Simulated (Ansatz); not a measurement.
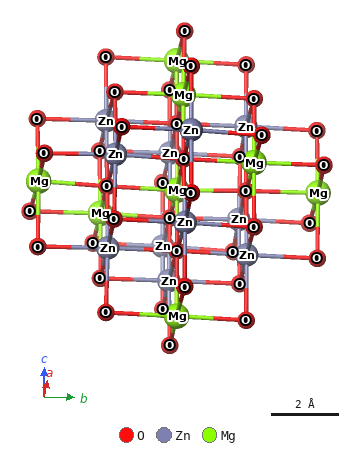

A crystal of O₃₂Zn₂₂Mg₁₀ (a generated structure, set up in P1), before the relaxation. A ball-and-stick model of the atoms within 5.0 Å of the atom that moves most (axes of the cell of the calculation), seen from a free direction.

The calculation used DFT, PBEsol, PAW, plane waves in Ansatz.

Settings: plane-wave cutoff 420 eV; k-point mesh 1 × 1 × 1; mesh shifted by (0.25, 0.25, 0.25); no spin polarisation; cell relaxed at fixed shape; force threshold 0.03 eV/Å; at most 80 steps.

```xyz
64
Lattice="8.4988 0.0000 0.0000 0.0000 8.4988 0.0000 0.0000 0.0000 8.4988" Properties=species:S:1:pos:R:3 pbc="T T T"
O     2.1517    0.0150    0.0040
O     2.0831    0.0272    4.1900
O     2.1383    4.2734    0.0036
O     2.1273    4.2582    4.2537
O     6.3271    8.4856    8.4675
O     6.3997    8.4751    4.2391
O     6.4072    4.2124    8.4919
O     6.3379    4.2562    4.2260
O     8.4944    2.1132    0.0048
O     8.4765    2.1319    4.2493
O     0.0234    6.3895    8.4935
O     8.4959    6.3572    4.2469
O     4.2236    2.1358    0.0125
O     4.2495    2.1245    4.2476
O     4.2290    6.3745    8.4905
O     4.2499    6.3779    4.2210
O     8.4800    0.0070    2.0944
O     0.0045    0.0095    6.3522
O     0.0161    4.2455    2.1446
O     0.0095    4.2717    6.3708
O     4.2446    0.0009    2.1371
O     4.2499    0.0236    6.3647
O     4.2907    4.2619    2.0941
O     4.2611    4.2383    6.3470
O     2.1034    2.1404    2.1139
O     2.1610    2.1411    6.3787
O     2.1099    6.3819    2.1616
O     2.1461    6.3726    6.3610
O     6.3716    2.1448    2.1075
O     6.3691    2.1308    6.3631
O     6.3482    6.3762    2.1766
O     6.3591    6.3747    6.4005
Zn    0.0054    0.0337    0.0142
Zn    0.0314    4.2524    0.0085
Zn    0.0335    4.2862    4.2923
Zn    4.2483    8.4706    4.2730
Zn    4.2380    4.2888    0.0038
Zn    2.1438    2.1181    8.4835
Zn    2.1279    2.1480    4.2497
Zn    2.1058    6.3769    4.2600
Zn    2.1101    8.4893    6.3536
Zn    2.1649    4.2363    2.1305
Zn    2.1200    4.2516    6.3493
Zn    6.3764    8.4937    2.1232
Zn    6.3727    8.4728    6.3962
Zn    6.3953    4.2659    2.1502
Zn    6.3543    4.2276    6.3998
Zn    8.4870    2.1373    2.1178
Zn    0.0177    2.1006    6.3786
Zn    0.0021    6.4081    2.1378
Zn    4.2897    2.1007    2.1304
Zn    4.2429    2.1136    6.3764
Zn    4.2586    6.3445    2.1314
Zn    4.2515    6.3817    6.3847
Mg    8.4949    0.0039    4.2309
Mg    4.2277    0.0085    8.4952
Mg    4.2426    4.2649    4.2797
Mg    2.1166    6.3409    0.0030
Mg    6.3443    2.1185    8.4898
Mg    6.3951    2.1656    4.2771
Mg    6.3586    6.3654    8.4932
Mg    6.3124    6.3801    4.2061
Mg    2.1671    8.4829    2.1417
Mg    0.0133    6.3498    6.3797
```

**Where does the relaxation end?**

The atom that moves furthest is Mg62 (0.070 Å along [3 0 2]). By element the largest moves are Mg 0.070 Å, O 0.066 Å, Zn 0.066 Å. The cell doesn't change. Among the contacts that change: O31–Mg62 2.030 → 2.123 Å, O12–Mg62 2.184 → 2.108 Å, O23–Mg57 2.186 → 2.110 Å, O12–Zn35 2.072 → 2.144 Å. Among the angles between lasting bonds that change: Zn35–O12–Zn50 92.6° → 88.9°, O12–Zn50–O17 92.6° → 89.1°, Zn35–O8–Mg57 176.6° → 179.8°. The space group stays P1 (No. 1). Over 5 geometry steps the energy falls by 5.9 meV per atom. The largest force component goes from 0.74 to 0.0011 eV/Å. The pressure goes from 0.54 to 0.00 GPa.

History of the run:

| step | E − E(0), meV/atom | largest force component, eV/Å | pressure, GPa | volume, Å³/atom |
| --- | --- | --- | --- | --- |
| 0 | 0.00 | 0.7396 | 0.54 | 9.592 |
| 1 | -3.08 | 0.4700 | 0.20 | 9.601 |
| 2 | -5.83 | 0.0203 | -0.12 | 9.603 |
| 3 | -5.90 | 0.0027 | 0.13 | 9.590 |
| 4 | -5.87 | 0.0011 | 0.00 | 9.597 |
| 5 | -5.87 | 0.0011 | 0.00 | 9.597 |

After the run, drawn alike:

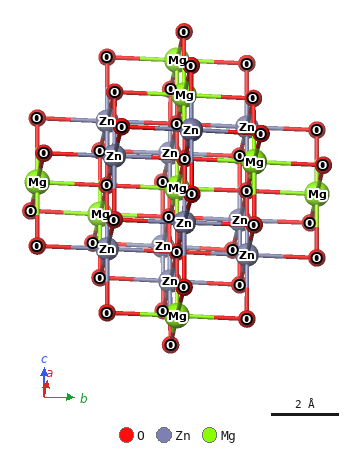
